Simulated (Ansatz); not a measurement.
System AlN (space group P6_3/mmc, No. 194); source of the atomic positions: the input geometry of an electronic-structure calculation (not necessarily at equilibrium); the starting structure was generated, so it need not be a known form of this composition.

```
Al N
1.0
     2.83285    0.00000    0.00000
    -1.41643    2.45332    0.00000
     0.00000    0.00000    4.84101
Al N
2 2
Direct
  0.00000 0.00000 0.00000
  0.00000 0.00000 0.50000
  0.33333 0.66667 0.25000
  0.66667 0.33333 0.75000
```

Bonds are taken as Al–Al below 2.6 Å and Al–N below 2.3 Å; no other contact counts. The graph is simplified in the usual way: terminal and isolated atoms are pruned, two-connected atoms become edges.

Derive the underlying net.

The result is a binodal (6,8)-connected, three-periodic net: N is a 6-connected node; Al is an 8-connected node, in the ratio 1:1. It is a single net, without interpenetration.

| node | links | point symbol | coordination sequence |
| --- | --- | --- | --- |
| N | 6 | 3^3.4^6.5^6 | 6 24 56 96 152 216 |
| Al | 8 | 3^6.4^12.5^6.6^4 | 8 26 56 98 152 218 |

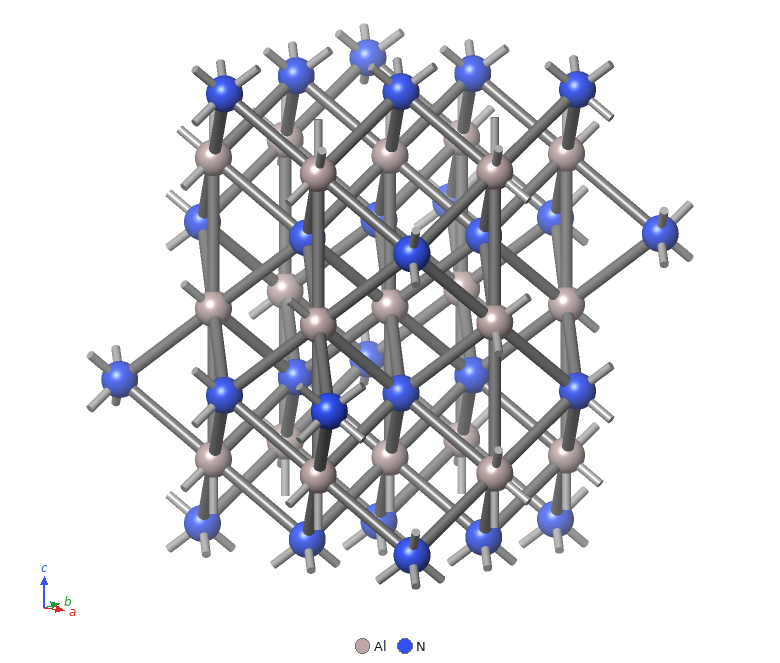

Nodes are coloured by element. Short stubs are edges that leave the cut-out.
